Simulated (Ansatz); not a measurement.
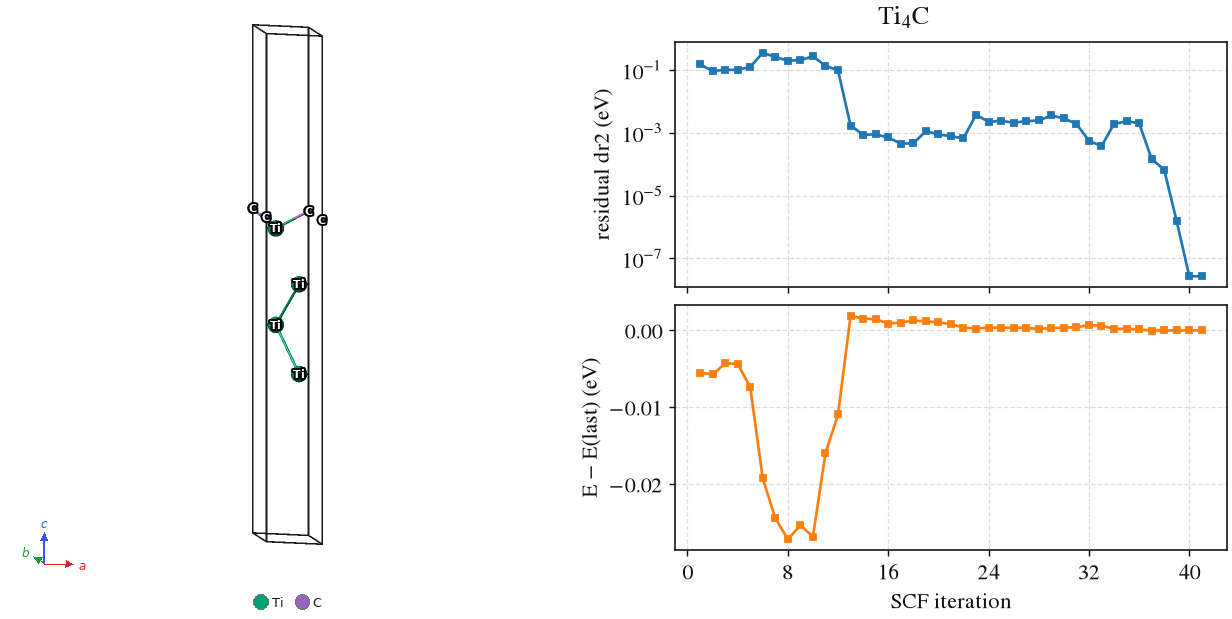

Beside the plot: the structure.

The plot shows the SCF iterations of a calculation: density residual dr2, Harris–Foulkes energy less its last value. The starting density is a sum of atomic densities corrected by a trained network.

Ti$_{4}$C (slab, 5 atoms in the cell), run with Ansatz.

```
crystal:
  lattice:
    - [2.9357969433, 0.0, 0.0]
    - [-1.4678984717, 2.5424747333, 0.0]
    - [0.0, 0.0, 25.9542893605]
  atoms:
    - { symbol: Ti, position: [0.6666666667, 0.3333333333, 0.3274988531] }
    - { symbol: Ti, position: [0.3333333333, 0.6666666667, 0.4168134331] }
    - { symbol: Ti, position: [0.6666666667, 0.3333333333, 0.5040115041] }
    - { symbol: Ti, position: [0.3333333333, 0.6666666667, 0.6065910988] }
    - { symbol: C, position: [0.0, 0.0, 0.6385689553] }
kpoints:
  mp_grid: { grid: [12, 12, 1] }
hamiltonian:
  xc: pbe
scf:
  occupations: { method: gaussian, width: 0.1 }
  mixing: { preconditioner: kerker_dos }
output:
  forces: true
  eigenvalues: true
efield:
  axis: 3
  dipole_correction: true
  ramp_width: 0.04
```

Launched with:
```bash
ansatz run input.yaml --threads 1 --pin off --max-ram 2560MiB --backend cpu --events-out ev --progress --plain --runs-dir out
```

Q: Did the calculation converge?

A: The run converged; it took 41 iterations. Up to iteration 36 density mixing fails to converge: the residual wanders between about 4 × 10⁻⁴ and 4 × 10⁻³ over the last 13 steps, with no lasting fall. After iteration 36 the program gave up density mixing and went on by direct minimisation of the free energy, which closed the SCF.

Q: Read the residual at the first and at the last step drawn.

A: It starts near 0.1 and ends near 3 × 10⁻⁸ eV.
